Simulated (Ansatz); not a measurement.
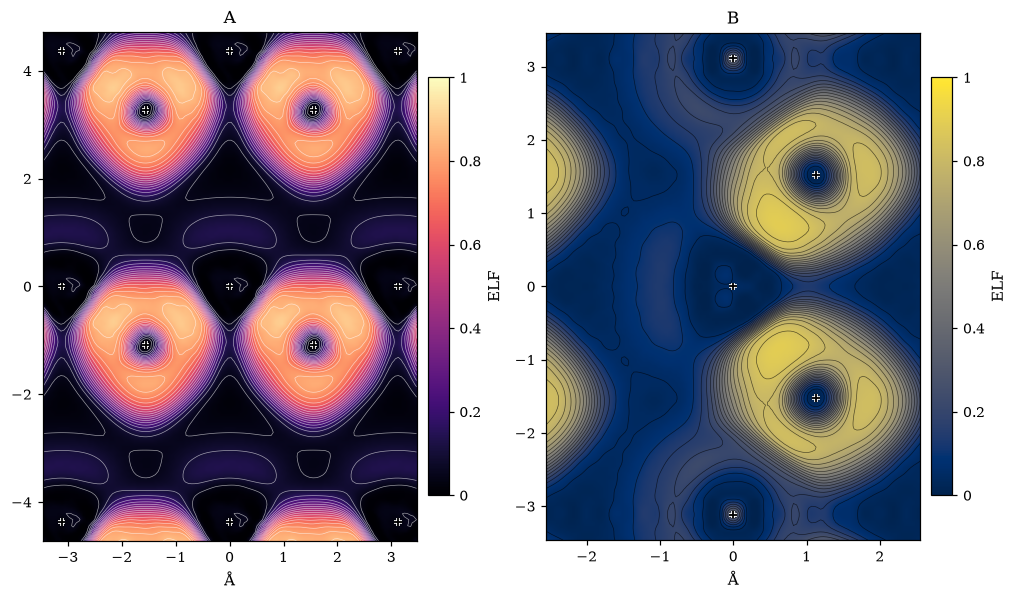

The electron localisation function of 2 systems, each on a plane through atoms (crosses mark nuclei in the plane).

Method: Ansatz, DFT r2SCAN, scalar-relativistic, plane waves, PAW.

System 1: AlN, the (100) plane of the conventional cell. Space group Imm2; a structure from a database of computed crystals, not necessarily the ambient phase; changed on purpose from its base cell (strain +0.0187 x Voigt [0, 0, 0, 0, 1, 0], atoms carried along).

```xyz
4
Lattice="2.1636 0.0000 -2.1636 -2.2044 0.0000 -2.2044 0.0000 4.3680 0.0000" Properties=species:S:1:pos:R:3 pbc="T T T"
Al   -0.0204    2.1840   -2.1840
Al    0.0000    0.0000    0.0000
N     1.0818    1.0920   -1.0818
N    -1.1022    3.2760   -1.1022
```

System 2: Al3GaN4, the (11̄0) plane of the conventional cell. Space group P-43m; a structure from a database of computed crystals, not necessarily the ambient phase.

```xyz
8
Lattice="4.4014 0.0000 0.0000 0.0000 4.4014 0.0000 0.0000 0.0000 4.4014" Properties=species:S:1:pos:R:3 pbc="T T T"
Al    2.2007    2.2007    0.0000
Al    2.2007    0.0000    2.2007
Al    0.0000    2.2007    2.2007
Ga    0.0000    0.0000    0.0000
N     3.2754    3.2754    1.1261
N     3.2754    1.1261    3.2754
N     1.1261    3.2754    3.2754
N     1.1261    1.1261    1.1261
```

**Match each panel to its system.**

Panel A is system 1, AlN: the plane holds Al and N. Al–N (1.90 Å): the ELF peaks at about 0.90 between the atoms (a polar covalent bond). Panel B is system 2, Al3GaN4: the plane holds Al, Ga and N. Al–N (1.89 Å): the ELF peaks at about 0.90 between the atoms (a polar covalent bond).
